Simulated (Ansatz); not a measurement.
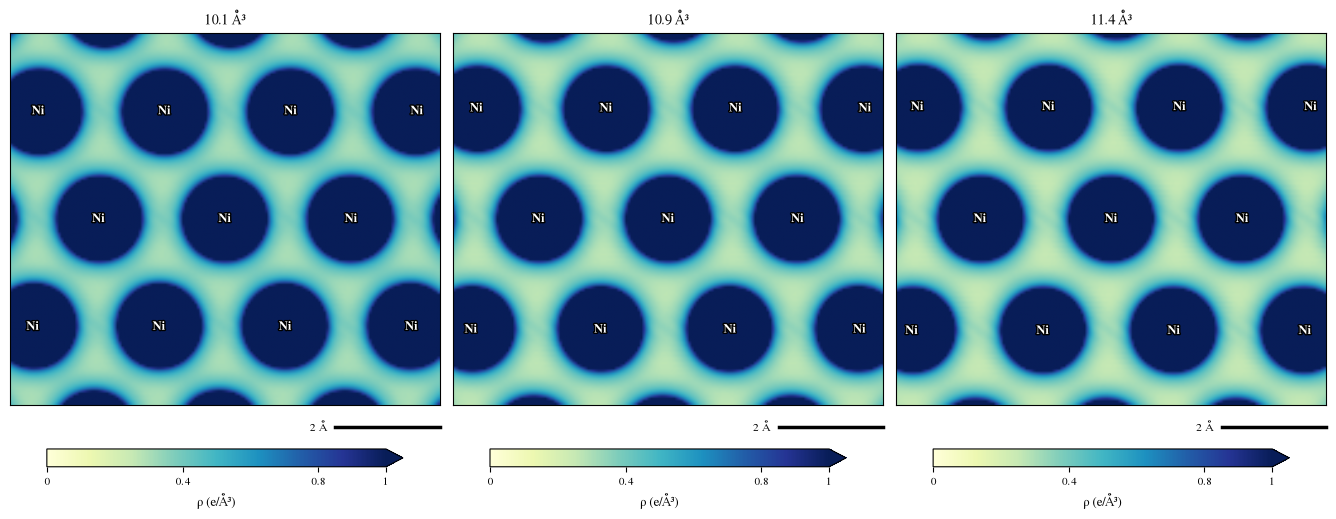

Ni. The valence charge density (pseudo) of cells scaled evenly to different volumes (given per atom above each panel), on the (11̄0) plane of each (indices in the axes of the cell below), at one length scale and on one colour scale.

A generated structure, not necessarily the stable one; computed without spin polarisation.

All numbers below come from DFT, LDA (PW92), plane waves (420 eV) with PAW, scalar-relativistic (Ansatz).

Core electrons are frozen (PAW), and the valence fields are smoothed inside the atomic spheres.

The largest cell:

```yaml
crystal:
  lattice:
    - [-2.97942, 2.97985, 1.22978]
    - [2.97985, -2.97942, 1.22978]
    - [1.54967, 1.54967, -1.22900]
  atoms:
    - { symbol: Ni, position: [0.00002, 0.99998, 0.00000] }
    - { symbol: Ni, position: [0.74998, 0.25002, 0.50000] }
```

| volume (Å³/atom) | Ni–Ni contact in the plane (Å) | ρ at its midpoint (e/Å³) | 
| --- | --- | --- |
| 10.14 | 2.368 | 0.389 | 
| 10.55 | 2.400 | ? | 
| 10.95 | 2.430 | 0.344 | 
| 11.36 | 2.460 | 0.325 | 

> Estimate the missing row, and compare with the calculation.

Over the known rows ln ρ falls by 1.96 per Å of Ni–Ni distance (a least-squares line), which gives 0.365 e/Å³ at 2.400 Å; the calculation gives 0.365 e/Å³.
